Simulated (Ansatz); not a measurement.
```cif
data_structure
_symmetry_space_group_name_H-M 'P 1'
_symmetry_Int_Tables_number 1
_cell_length_a 3.2259
_cell_length_b 9.6508
_cell_length_c 4.5243
_cell_angle_alpha 90.000
_cell_angle_beta 90.000
_cell_angle_gamma 90.000
_cell_volume 140.85
loop_
_atom_site_label
_atom_site_type_symbol
_atom_site_fract_x
_atom_site_fract_y
_atom_site_fract_z
_atom_site_occupancy
Mg1 Mg 0.00000 0.16634 0.25317 1
Mg2 Mg 0.50000 0.66634 0.75317 1
Mg3 Mg 0.00000 0.83366 0.25317 1
Mg4 Mg 0.50000 0.33366 0.75317 1
Zn1 Zn 0.00000 0.50000 0.24893 1
Zn2 Zn 0.50000 0.00000 0.74893 1
O1 O 0.00000 0.33189 0.00006 1
O2 O 0.50000 0.83189 0.50006 1
O3 O 0.00000 0.66811 0.00006 1
O4 O 0.50000 0.16811 0.50006 1
O5 O 0.00000 0.00000 0.00361 1
O6 O 0.50000 0.50000 0.50361 1
```

Space group Imm2; a structure from a database of computed crystals, not necessarily the ambient phase; started from the Cu2GeS3-44 prototype, which need not be the ambient phase.

Computed with Ansatz, DFT, r2SCAN+rVV10, plane waves, PAW.

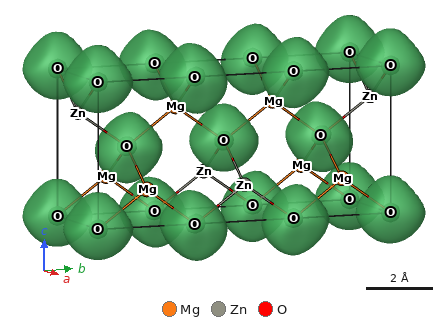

Mg2ZnO3. Isosurface of the ELF at 0.6 (green), seen slightly off an axis. Core shells and regions of very low density are left out. Sticks mark near contacts.

In a PAW calculation such maps are meaningful between the atoms, not at the nuclei.

Q: Where are the electrons localised?

A: At this value the surface marks out six regions wrapped around O (the valence shell of each), counted in one cell of 12 atoms. Any copies at cell faces, edges or corners count once.

Values along the shortest contacts:
Mg–O (1.96 Å): the ELF peaks at about 0.85 in the valence shell of O, 0.7 Å from its nucleus, and is about 0.35 at the midpoint: an ionic contact with no shared pair. Zn–O (1.97 Å): the ELF peaks at about 0.80 in the valence shell of O, 0.6 Å from its nucleus, and is about 0.25 at the midpoint (no shared electron pair shows on this line).

Q: Does the calculation give a band gap?

A: It is gapped, with a Kohn–Sham gap of 2.9 eV on the k-point mesh, an upper bound to the gap of this method.
